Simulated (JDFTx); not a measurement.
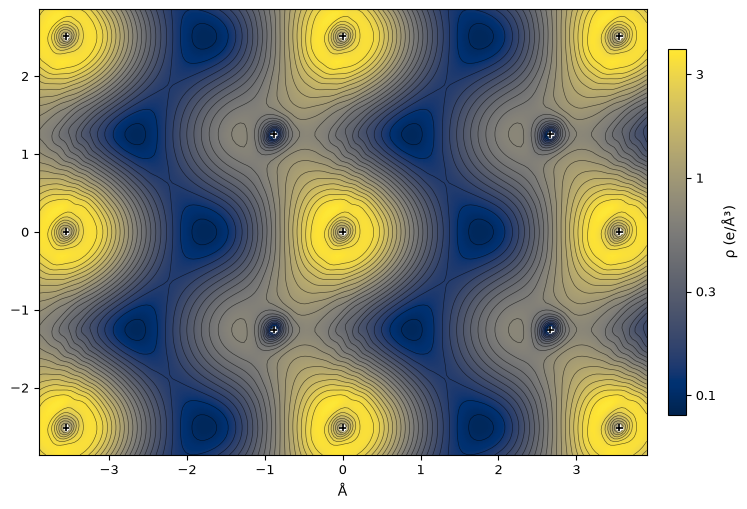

The valence pseudo-density on a plane through atoms (crosses mark nuclei in the plane).

Theory: Kohn-Sham DFT of a periodic cell, PBE, PseudoDojo-SR-PBE-0.5-standard in JDFTx 1.7.0 (patched build).

Candidates:
A. BN, a = 3.55 Å, b = 3.55 Å, c = 3.55 Å, α = 90.00°, β = 90.00°, γ = 90.00°. Space group F-43m; a structure from a database of computed crystals, not necessarily the ambient phase; computed pressure about 25 GPa in this cell.
B. MgO, a = 4.25 Å, b = 4.25 Å, c = 4.25 Å, α = 90.00°, β = 90.00°, γ = 90.00°. Space group Fm-3m; a structure from a database of computed crystals, not necessarily the ambient phase.

Which system is this?

Candidate A: BN on the (110) plane of the conventional cell, which holds N and B. B–N (1.54 Å): ρ at the midpoint is about 1.5 e/Å³.
